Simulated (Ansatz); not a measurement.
Run report: Al₄Ga₁₃N₁₅, geometry relaxation (part 1 of 2)

- system: Al₄Ga₁₃N₁₅ (defect cell, 32 atoms in the cell)
- method: DFT PBEsol, scalar-relativistic, plane waves, PAW, no spin polarisation (Ansatz 0.2.0)

The structure derives from a Materials Project entry. It belongs to a series of runs on one base structure; here: Ga on a N site (e), charge +0, atoms relaxed at the host's cell.

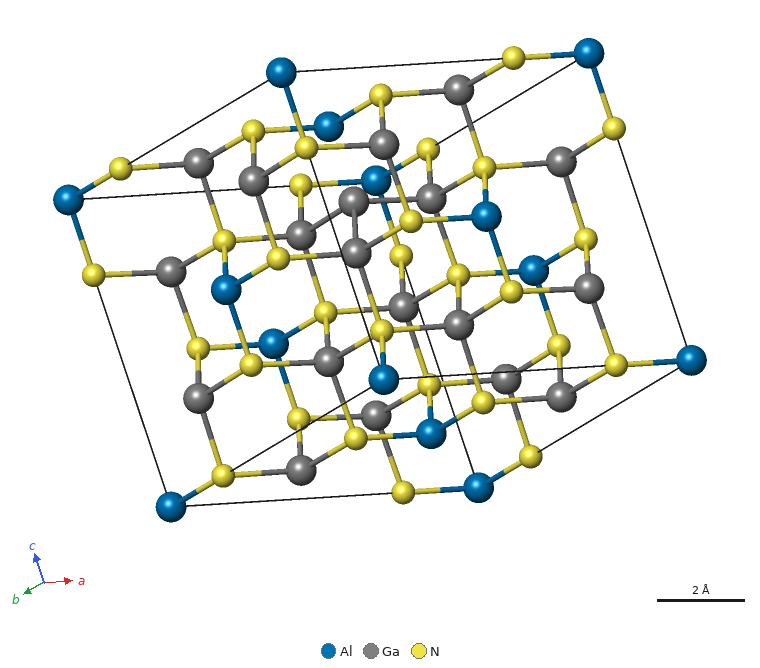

Fig. 1: The input geometry (ball-and-stick view of the cell of the calculation, seen at an oblique angle). An atom can appear more than once, as a periodic image.

Input:
```yaml
crystal:
  lattice:
    - [-4.4676279096, 4.4676279096, 4.4676279096]
    - [4.4676279096, -4.4676279096, 4.4676279096]
    - [4.4676279096, 4.4676279096, -4.4676279096]
  atoms:
    - { symbol: Al, position: [0.0, 0.0, 0.0] }
    - { symbol: Al, position: [0.5, 0.5, 0.0] }
    - { symbol: Al, position: [0.5, 0.0, 0.5] }
    - { symbol: Al, position: [0.0, 0.5, 0.5] }
    - { symbol: Ga, position: [0.25, 0.25, 0.5] }
    - { symbol: Ga, position: [0.75, 0.75, 0.5] }
    - { symbol: Ga, position: [0.75, 0.25, 0.0] }
    - { symbol: Ga, position: [0.25, 0.75, 0.0] }
    - { symbol: Ga, position: [0.25, 0.5, 0.25] }
    - { symbol: Ga, position: [0.75, 0.0, 0.25] }
    - { symbol: Ga, position: [0.75, 0.5, 0.75] }
    - { symbol: Ga, position: [0.25, 0.0, 0.75] }
    - { symbol: Ga, position: [0.5, 0.25, 0.25] }
    - { symbol: Ga, position: [0.0, 0.75, 0.25] }
    - { symbol: Ga, position: [0.0, 0.25, 0.75] }
    - { symbol: Ga, position: [0.5, 0.75, 0.75] }
    - { symbol: Ga, position: [0.5, 0.5, 0.7550309218] }
    - { symbol: "N", position: [0.0, 0.0, 0.7550309218] }
    - { symbol: "N", position: [0.0, 0.5, 0.2550309218] }
    - { symbol: "N", position: [0.5, 0.0, 0.2550309218] }
    - { symbol: "N", position: [0.5, 0.7550309218, 0.5] }
    - { symbol: "N", position: [0.0, 0.2550309218, 0.5] }
    - { symbol: "N", position: [0.0, 0.7550309218, 0.0] }
    - { symbol: "N", position: [0.5, 0.2550309218, 0.0] }
    - { symbol: "N", position: [0.7550309218, 0.5, 0.5] }
    - { symbol: "N", position: [0.2550309218, 0.0, 0.5] }
    - { symbol: "N", position: [0.2550309218, 0.5, 0.0] }
    - { symbol: "N", position: [0.7550309218, 0.0, 0.0] }
    - { symbol: "N", position: [0.2449690782, 0.2449690782, 0.2449690782] }
    - { symbol: "N", position: [0.7449690782, 0.7449690782, 0.2449690782] }
    - { symbol: "N", position: [0.7449690782, 0.2449690782, 0.7449690782] }
    - { symbol: "N", position: [0.2449690782, 0.7449690782, 0.7449690782] }
  host:
    lattice:
      - [4.4676279096, 0.0, 0.0]
      - [0.0, 4.4676279096, 0.0]
      - [0.0, 0.0, 4.4676279096]
    atoms:
      - { symbol: Al, position: [0.0, 0.0, 0.0] }
      - { symbol: Ga, position: [0.5, 0.5, 0.0] }
      - { symbol: Ga, position: [0.5, 0.0, 0.5] }
      - { symbol: Ga, position: [0.0, 0.5, 0.5] }
      - { symbol: "N", position: [0.7550309218, 0.7550309218, 0.2449690782] }
      - { symbol: "N", position: [0.7550309218, 0.2449690782, 0.7550309218] }
      - { symbol: "N", position: [0.2449690782, 0.7550309218, 0.7550309218] }
      - { symbol: "N", position: [0.2449690782, 0.2449690782, 0.2449690782] }
basis:
  ecutwfc: 420
  xc_grid: 2
kpoints:
  mp_grid: { grid: [2, 2, 2], shift: [0.5, 0.5, 0.5] }
hamiltonian:
  xc: pbesol
scf:
  occupations: { method: gaussian, width: 0.01 }
output:
  forces: true
  stress: false
  eigenvalues: true
  charged_corrections:
    defect_position: [0.5, 0.5, 0.75503092]
    epsilon: [[9.9239, 0.0, 0.0], [0.0, 9.9239, 0.0], [0.0, 0.0, 9.9239]]
  write_density: true
  write_potential: true
  elf: true
  volumetric_format: npy
relax:
  adjacent_minimum: "off"
  f_tol: 0.025
  max_steps: 45
```

Run on 4 threads of Arm Neoverse V1, 24 GiB of memory available, shared host.

Run as:
```bash
ansatz run input.yaml --threads 4 --pin off --max-ram 10240MiB --backend cpu --events-out ev --progress --plain --runs-dir out
```

Output:
```
Engine: ansatz 0.2.0, aarch64-unknown-linux-gnu
Pseudopotentials: kind: paw
Pseudopotential: Al, paw, valence charge 3, recommended cutoff 420 eV (normal), Al.paw.azcp
Pseudopotential: Ga, paw, valence charge 13, recommended cutoff 420 eV (normal), Ga.paw.azcp
Pseudopotential: N, paw, valence charge 5, recommended cutoff 420 eV (normal), N.paw.azcp
Functional definition: PBEsol
  exchange = pbesol_x
  correlation = pbesol_c
Crystal: 32 atoms, lattice volume = 356.690 Å³
Basis set: ecut = 420 eV, 6963 PW (Γ), exchange–correlation on 108×108×108 points (8 copies of the dense FFT grid, shifted against one another)
Bands: 160, of which v1, the nominal top of the filled ones, is band 128 counted from 1 (127 counted from 0)
Symmetry: 6 space group operations
Space group: R3m (ITA 160), of the structure as read, at distance tolerance 7.1e-5 Å
k-points: 2 of 8 (time reversal used)
Non-local potential: Al, projectors of the file, l = 0: 2, l = 1: 2, l = 2: 1
Non-local potential: Ga, projectors of the file, l = 0: 2, l = 1: 2, l = 2: 3, l = 3: 1
Non-local potential: N, projectors of the file, l = 0: 2, l = 1: 2, l = 2: 1
PAW form: soft (Blöchl's): semilocal exchange-correlation on the pseudo side does not see the compensation charge
PAW frozen core: Al, regenerated for the run's functional, and the local potential with it (the file was generated under x = pbe(κ = 0.804, μ = 0.2195149727645171), c = pbe(β = 0.06672455060314922))
PAW frozen core: Ga, regenerated for the run's functional, and the local potential with it (the file was generated under x = pbe(κ = 0.804, μ = 0.2195149727645171), c = pbe(β = 0.06672455060314922))
PAW frozen core: N, regenerated for the run's functional, and the local potential with it (the file was generated under x = pbe(κ = 0.804, μ = 0.2195149727645171), c = pbe(β = 0.06672455060314922))
PAW one-centre angular grid: Al, 110 points (default); XC on 64 Gauss nodes
PAW one-centre angular grid: Ga, 590 points (default); XC on 64 Gauss nodes
PAW one-centre angular grid: N, 110 points (default); XC on 64 Gauss nodes
Initial density: superposition of atomic densities (neutral atoms: chi_scale 0, normalization atom), corrected by the library's trained network
Initial wavefunctions: pseudopotential atomic-orbital guess
Functional: x = pbesol(κ = 0.804, μ = 0.12345679012345678), c = pbesol(β = 0.046)
SCF iter   1: F=—  HF=-56449.832248 eV  |F-HF|=—  |Δ(HF+E_count)|=         —  Δρ=1.26e-2  dr2=5.50e-1  ethr=1.77e-3  ⟨swp⟩=6.0  Hψ=1144  notcnv=0  defer=24
preconditioner: auto → Resta (q_TF=auto, 2.582 Å⁻¹)  ε∞=4.8  [insulator: Δε(μ)=0.043 eV  Ē_g=16.222 eV  σ=0.010 eV  W_gap=0.67  n_scr=86 (ndim 8)  ℏωp=31.5 eV  f_vac=0.000  D(μ)=77.13/eV (n_scr^D=1480)  ε∞_Penn≈4.8]
SCF iter   2: F=—  HF=-56449.696866 eV  |F-HF|=—  |Δ(HF+E_count)|=   1.35e-1  Δρ=4.59e-3  dr2=8.47e-2  ethr=2.15e-4  ⟨swp⟩=2.0  Hψ=419  notcnv=0  defer=55
SCF iter   3: F=—  HF=-56449.674755 eV  |F-HF|=—  |Δ(HF+E_count)|=   2.21e-2  Δρ=1.01e-3  dr2=2.65e-3  ethr=3.31e-5  ⟨swp⟩=2.0  Hψ=522  notcnv=0  defer=55
SCF iter   4: F=—  HF=-56449.674343 eV  |F-HF|=—  |Δ(HF+E_count)|=   4.11e-4  Δρ=4.62e-4  dr2=6.34e-4  ethr=1.03e-6  ⟨swp⟩=2.0  Hψ=529  notcnv=0  defer=55
SCF iter   5: F=—  HF=-56449.674084 eV  |F-HF|=—  |Δ(HF+E_count)|=   2.59e-4  Δρ=1.12e-4  dr2=3.86e-5  ethr=2.48e-7  ⟨swp⟩=2.0  Hψ=517  notcnv=0  defer=55
SCF iter   6: F=-56449.674080 eV  HF=-56449.674098 eV  |F-HF|=1.82e-5  |Δ(HF+E_count)|=   1.40e-5  Δρ=5.91e-5  dr2=8.48e-6  ethr=6.10e-9  ⟨swp⟩=19.5  Hψ=3220  notcnv=0
SCF 1 converged in 6 iterations: F = -56449.674080 eV  dr2 = 8.48e-6
  greatest PAW one-centre occupation: 0.995 electrons in one spin orbital (limit 2), on the Ga atom at site 7 (counted from 0), in its partial waves of l = 2
relax step   1: F+E_penalty+E_count = -56449.67407982 eV  Δ(F+E_penalty+E_count) = +0.000e0 eV  max|allowed force component| = 5.838e0 eV/Å  Δτ_max = 0.0000 Å  (6 SCF iters, dr2 threshold 1.56e-5 eV, accepted)
Initial density: handed on by an earlier stage of this run
Initial wavefunctions: those handed on with the density
iter 1 solved again at ethr=2.28e-4 eV; its pass at ethr=3.10e-3 eV (dr2=5.83e-1 eV) is discarded
SCF iter   1: F=—  HF=-56453.962617 eV  |F-HF|=—  |Δ(HF+E_count)|=         —  Δρ=1.59e-2  dr2=5.88e-1  ethr=2.28e-4  ⟨swp⟩=1.0  Hψ=1262  notcnv=0  defer=51
preconditioner: auto → Resta (q_TF=auto, 2.582 Å⁻¹)  ε∞=4.8  [insulator: Δε(μ)=0.041 eV  Ē_g=16.230 eV  σ=0.010 eV  W_gap=0.67  n_scr=86 (ndim 8)  ℏωp=31.5 eV  f_vac=0.000  D(μ)=77.14/eV (n_scr^D=1480)  ε∞_Penn≈4.8]
SCF iter   2: F=—  HF=-56453.836626 eV  |F-HF|=—  |Δ(HF+E_count)|=   1.26e-1  Δρ=7.76e-3  dr2=1.45e-1  ethr=2.28e-4  ⟨swp⟩=2.0  Hψ=506  notcnv=0  defer=51
SCF iter   3: F=—  HF=-56453.807820 eV  |F-HF|=—  |Δ(HF+E_count)|=   2.88e-2  Δρ=1.66e-3  dr2=9.11e-3  ethr=5.64e-5  ⟨swp⟩=3.0  Hψ=518  notcnv=0  defer=52
SCF iter   4: F=—  HF=-56453.801407 eV  |F-HF|=—  |Δ(HF+E_count)|=   6.41e-3  Δρ=6.97e-4  dr2=1.60e-3  ethr=3.56e-6  ⟨swp⟩=2.5  Hψ=632  notcnv=0  defer=54
SCF iter   5: F=—  HF=-56453.801719 eV  |F-HF|=—  |Δ(HF+E_count)|=   3.13e-4  Δρ=5.27e-4  dr2=1.38e-3  ethr=6.24e-7  ⟨swp⟩=2.0  Hψ=494  notcnv=0  defer=54
SCF iter   6: F=—  HF=-56453.801501 eV  |F-HF|=—  |Δ(HF+E_count)|=   2.18e-4  Δρ=2.45e-4  dr2=3.39e-4  ethr=5.40e-7  ⟨swp⟩=2.0  Hψ=474  notcnv=0  defer=54
SCF iter   7: F=—  HF=-56453.801491 eV  |F-HF|=—  |Δ(HF+E_count)|=   1.00e-5  Δρ=1.89e-4  dr2=1.72e-4  ethr=1.32e-7  ⟨swp⟩=2.0  Hψ=486  notcnv=0  defer=54
SCF iter   8: F=-56453.801432 eV  HF=-56453.801466 eV  |F-HF|=3.43e-5  |Δ(HF+E_count)|=   2.51e-5  Δρ=9.22e-5  dr2=4.40e-5  ethr=3.91e-8  ⟨swp⟩=18.0  Hψ=2742  notcnv=0
SCF 2 converged in 8 iterations: F = -56453.801432 eV  dr2 = 4.40e-5
[... from here on the iterations of each SCF are left out, up to the last one ...]
relax step   2: F+E_penalty+E_count = -56453.80143153 eV  Δ(F+E_penalty+E_count) = -4.127e0 eV  max|allowed force component| = 1.875e0 eV/Å  Δτ_max = 0.1963 Å  (8 SCF iters, dr2 threshold 1.00e-4 eV, accepted)
preconditioner: auto → Kerker (q_TF=auto, 2.582 Å⁻¹)  [metal: Δε(μ)=0.008 eV  Ē_g=16.170 eV  σ=0.010 eV  W_gap=0.40  n_scr=86 (ndim 8)  ℏωp=31.5 eV  f_vac=0.000  D(μ)=118.00/eV (n_scr^D=2778)]
preconditioner: auto → Resta (q_TF=auto, 2.582 Å⁻¹)  ε∞=4.8  [insulator: Δε(μ)=0.027 eV  Ē_g=16.163 eV  σ=0.010 eV  W_gap=0.67  n_scr=86 (ndim 8)  ℏωp=31.5 eV  f_vac=0.000  D(μ)=77.36/eV (n_scr^D=1480)  ε∞_Penn≈4.8]
SCF 3 converged in 7 iterations: F = -56454.437256 eV  dr2 = 1.26e-6
relax step   3: F+E_penalty+E_count = -56454.43725615 eV  Δ(F+E_penalty+E_count) = -6.358e-1 eV  max|allowed force component| = 4.661e-1 eV/Å  Δτ_max = 0.1082 Å  (7 SCF iters, dr2 threshold 1.00e-4 eV, accepted)
preconditioner: auto → Resta (q_TF=auto, 2.582 Å⁻¹)  ε∞=4.8  [insulator: Δε(μ)=0.056 eV  Ē_g=16.101 eV  σ=0.010 eV  W_gap=0.53  n_scr=86 (ndim 8)  ℏωp=31.5 eV  f_vac=0.000  D(μ)=133.53/eV (n_scr^D=3366)  ε∞_Penn≈4.8]
SCF 4 converged in 8 iterations: F = -56454.491789 eV  dr2 = 4.91e-6
relax step   4: F+E_penalty+E_count = -56454.49178883 eV  Δ(F+E_penalty+E_count) = -5.453e-2 eV  max|allowed force component| = 9.792e-2 eV/Å  Δτ_max = 0.0348 Å  (8 SCF iters, dr2 threshold 1.36e-5 eV, accepted)
preconditioner: auto → Resta (q_TF=auto, 2.582 Å⁻¹)  ε∞=4.8  [insulator: Δε(μ)=0.010 eV  Ē_g=16.126 eV  σ=0.010 eV  W_gap=0.52  n_scr=86 (ndim 8)  ℏωp=31.5 eV  f_vac=0.000  D(μ)=105.59/eV (n_scr^D=2346)  ε∞_Penn≈4.8]
SCF 5 converged in 10 iterations: F = -56454.495776 eV  dr2 = 4.36e-9
relax step   5: F+E_penalty+E_count = -56454.49577591 eV  Δ(F+E_penalty+E_count) = -3.987e-3 eV  max|allowed force component| = 3.735e-2 eV/Å  Δτ_max = 0.0088 Å  (10 SCF iters, accepted)
preconditioner: auto → Resta (q_TF=auto, 2.582 Å⁻¹)  ε∞=4.8  [insulator: Δε(μ)=0.018 eV  Ē_g=16.125 eV  σ=0.010 eV  W_gap=0.79  n_scr=86 (ndim 8)  ℏωp=31.5 eV  f_vac=0.000  D(μ)=63.05/eV (n_scr^D=1060)  ε∞_Penn≈4.8]
SCF 6 converged in 10 iterations: F = -56454.496980 eV  dr2 = 7.00e-8
relax step   6: F+E_penalty+E_count = -56454.49697962 eV  Δ(F+E_penalty+E_count) = -1.204e-3 eV  max|allowed force component| = 3.280e-2 eV/Å  Δτ_max = 0.0095 Å  (10 SCF iters, accepted)
preconditioner: auto → Resta (q_TF=auto, 2.582 Å⁻¹)  ε∞=4.8  [insulator: Δε(μ)=0.062 eV  Ē_g=16.126 eV  σ=0.010 eV  W_gap=1.00  n_scr=86 (ndim 8)  ℏωp=31.5 eV  f_vac=0.000  D(μ)=0.01/eV (n_scr^D=0)  ε∞_Penn≈4.8]
SCF 7 converged in 11 iterations: F = -56454.499256 eV  dr2 = 2.64e-9
relax step   7: F+E_penalty+E_count = -56454.49925578 eV  Δ(F+E_penalty+E_count) = -2.276e-3 eV  max|allowed force component| = 3.823e-2 eV/Å  Δτ_max = 0.0212 Å  (11 SCF iters, accepted)
preconditioner: auto → Resta (q_TF=auto, 2.582 Å⁻¹)  ε∞=4.8  [insulator: Δε(μ)=0.314 eV  Ē_g=16.128 eV  σ=0.010 eV  W_gap=1.00  n_scr=86 (ndim 8)  ℏωp=31.5 eV  f_vac=0.000  D(μ)=0.00/eV (n_scr^D=0)  ε∞_Penn≈4.8]
SCF 8 converged in 8 iterations: F = -56454.504866 eV  dr2 = 1.99e-7
relax step   8: F+E_penalty+E_count = -56454.50486552 eV  Δ(F+E_penalty+E_count) = -5.610e-3 eV  max|allowed force component| = 8.377e-2 eV/Å  Δτ_max = 0.0977 Å  (8 SCF iters, dr2 threshold 1.13e-6 eV, accepted)
preconditioner: auto → Resta (q_TF=auto, 2.582 Å⁻¹)  ε∞=4.8  [insulator: Δε(μ)=0.269 eV  Ē_g=16.126 eV  σ=0.010 eV  W_gap=1.00  n_scr=86 (ndim 8)  ℏωp=31.5 eV  f_vac=0.000  D(μ)=0.00/eV (n_scr^D=0)  ε∞_Penn≈4.8]
SCF 9 converged in 6 iterations: F = -56454.382447 eV  dr2 = 5.81e-6
relax step   9: F+E_penalty+E_count = -56454.38244655 eV  Δ(F+E_penalty+E_count) = +1.224e-1 eV  max|allowed force component| = 6.787e-1 eV/Å  Δτ_max = 0.1406 Å  (6 SCF iters, dr2 threshold 7.02e-6 eV, rejected (line search))
preconditioner: auto → Resta (q_TF=auto, 2.582 Å⁻¹)  ε∞=4.8  [insulator: Δε(μ)=0.121 eV  Ē_g=16.080 eV  σ=0.010 eV  W_gap=0.67  n_scr=86 (ndim 8)  ℏωp=31.5 eV  f_vac=0.000  D(μ)=77.13/eV (n_scr^D=1480)  ε∞_Penn≈4.8]
SCF 10 converged in 12 iterations: F = -56454.500135 eV  dr2 = 7.27e-8
relax step  10: F+E_penalty+E_count = -56454.50013484 eV  Δ(F+E_penalty+E_count) = +4.731e-3 eV  max|allowed force component| = 5.801e-2 eV/Å  Δτ_max = 0.0682 Å  (12 SCF iters, rejected (line search))
SCF iter   1: F=—  HF=-56454.556997 eV  |F-HF|=—  |Δ(HF+E_count)|=         —  Δρ=6.13e-3  dr2=2.16e-1  ethr=1.25e-3  ⟨swp⟩=2.0  Hψ=400  notcnv=0  defer=52
preconditioner: auto → Resta (q_TF=auto, 2.582 Å⁻¹)  ε∞=4.8  [insulator: Δε(μ)=0.147 eV  Ē_g=16.123 eV  σ=0.010 eV  W_gap=1.00  n_scr=86 (ndim 8)  ℏωp=31.5 eV  f_vac=0.000  D(μ)=0.00/eV (n_scr^D=0)  ε∞_Penn≈4.8]
SCF iter   2: F=—  HF=-56454.514623 eV  |F-HF|=—  |Δ(HF+E_count)|=   4.24e-2  Δρ=2.91e-3  dr2=4.89e-2  ethr=8.43e-5  ⟨swp⟩=2.0  Hψ=382  notcnv=0  defer=52
SCF iter   3: F=—  HF=-56454.517105 eV  |F-HF|=—  |Δ(HF+E_count)|=   2.48e-3  Δρ=7.22e-3  dr2=3.33e-1  ethr=1.91e-5  ⟨swp⟩=3.0  Hψ=398  notcnv=0  defer=52  recentre
SCF iter   4: F=—  HF=-56454.510493 eV  |F-HF|=—  |Δ(HF+E_count)|=   6.61e-3  Δρ=2.21e-3  dr2=3.18e-2  ethr=1.91e-5  ⟨swp⟩=2.5  Hψ=377  notcnv=0  defer=52
SCF iter   5: F=—  HF=-56454.506499 eV  |F-HF|=—  |Δ(HF+E_count)|=   3.99e-3  Δρ=1.22e-3  dr2=9.92e-3  ethr=1.24e-5  ⟨swp⟩=2.0  Hψ=278  notcnv=0  defer=52
SCF iter   6: F=—  HF=-56454.506054 eV  |F-HF|=—  |Δ(HF+E_count)|=   4.45e-4  Δρ=9.06e-4  dr2=5.55e-3  ethr=3.87e-6  ⟨swp⟩=1.0  Hψ=268  notcnv=0  defer=52
SCF iter   7: F=—  HF=-56454.505654 eV  |F-HF|=—  |Δ(HF+E_count)|=   4.00e-4  Δρ=4.27e-5  dr2=1.54e-5  ethr=2.17e-6  ⟨swp⟩=1.0  Hψ=268  notcnv=0  defer=52
SCF iter   8: F=—  HF=-56454.505560 eV  |F-HF|=—  |Δ(HF+E_count)|=   9.39e-5  Δρ=2.69e-5  dr2=3.26e-6  ethr=6.03e-9  ⟨swp⟩=2.0  Hψ=417  notcnv=0  defer=52
SCF iter   9: F=—  HF=-56454.505560 eV  |F-HF|=—  |Δ(HF+E_count)|=   1.32e-7  Δρ=1.11e-5  dr2=6.16e-7  ethr=1.27e-9  ⟨swp⟩=1.0  Hψ=268  notcnv=0  defer=52
SCF iter  10: F=—  HF=-56454.505560 eV  |F-HF|=—  |Δ(HF+E_count)|=   9.08e-9  Δρ=7.54e-6  dr2=4.04e-7  ethr=2.41e-10  ⟨swp⟩=2.0  Hψ=377  notcnv=0  defer=52
SCF iter  11: F=—  HF=-56454.505560 eV  |F-HF|=—  |Δ(HF+E_count)|=   1.50e-8  Δρ=4.52e-6  dr2=1.44e-7  ethr=1.58e-10  ⟨swp⟩=1.0  Hψ=268  notcnv=0  defer=52
SCF iter  12: F=-56454.505560 eV  HF=-56454.505560 eV  |F-HF|=2.84e-10  |Δ(HF+E_count)|=   7.74e-9  Δρ=3.37e-7  dr2=5.28e-10  ethr=3.91e-11  ⟨swp⟩=14.0  Hψ=1937  notcnv=0
SCF 11 converged in 12 iterations: F = -56454.505560 eV  dr2 = 5.28e-10
relax step  11: F+E_penalty+E_count = -56454.50556026 eV  Δ(F+E_penalty+E_count) = -6.947e-4 eV  max|allowed force component| = 1.637e-2 eV/Å  Δτ_max = 0.0254 Å  (12 SCF iters, accepted)
```

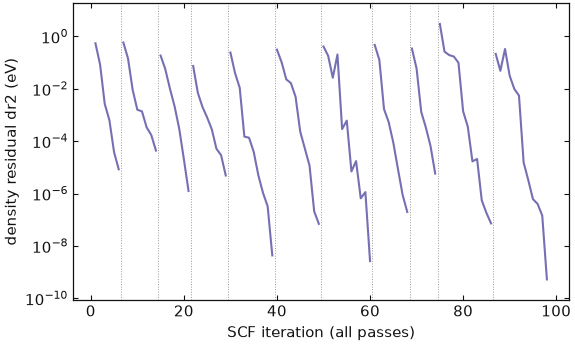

Fig. 2: Convergence of the self-consistent field: density residual dr2 against the SCF iteration. The dotted lines part the SCF passes of the relaxation: geometry steps, rejected trials and re-solves on a re-selected basis. The 11 passes take 6 to 12 iterations each, 98 in all.

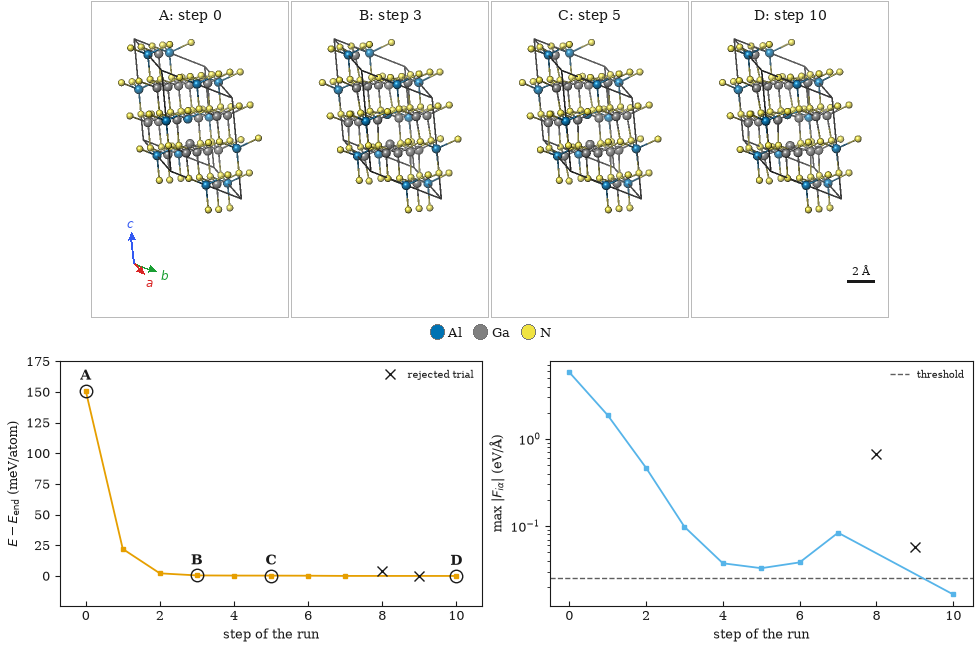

Fig. 3: Frames of the relaxation (ball-and-stick view of the cell of the calculation (origin shifted), with bonded neighbours outside it, seen slightly off an axis) above the curves, on which the letters mark them (the first geometry is step 0 here and step 1 in the log).

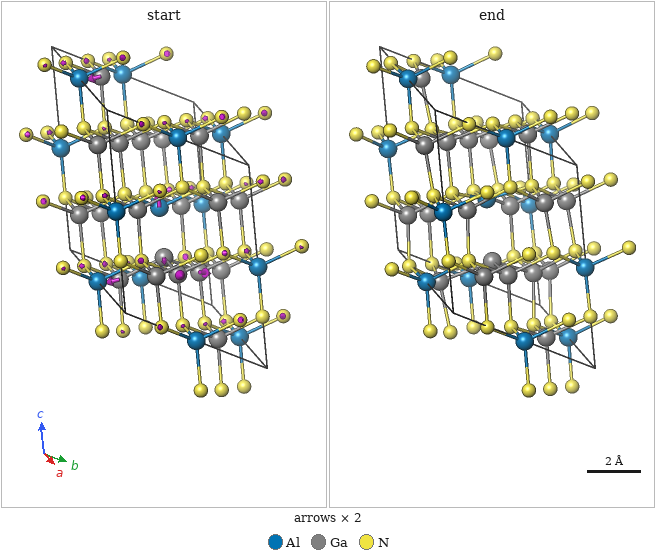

Fig. 4: Before (left) and after (right) the relaxation, at one scale (ball-and-stick view of the cell of the calculation (origin shifted), with bonded neighbours outside it, seen slightly off an axis). The pink arrows give the displacements, magnified 2 times. The energy falls by 151 meV per atom in 10 geometry steps. The largest force component goes from 5.8 to 0.016 eV/Å. The line search rejected the trial steps at points 8, 9 (counted from 0) and went back. Al2 moves most: 0.33 Å. By element the largest moves are Al 0.33 Å, Ga 0.31 Å, N 0.12 Å. The cell doesn't change. Among the contacts that change: Ga11–Ga17 1.948 → 2.211 Å, Al2–N24 1.896 → 1.847 Å, Ga10–N20 1.948 → 1.910 Å, Al1–N18 1.896 → 1.872 Å. Among the angles that change: Ga17–Ga16–N21 111.6° → 98.3°, Al2–N24–Ga13 110.6° → 101.5°, Al3–N21–Ga16 110.6° → 101.5°. (Atoms are counted from 1 in the order of the input.)
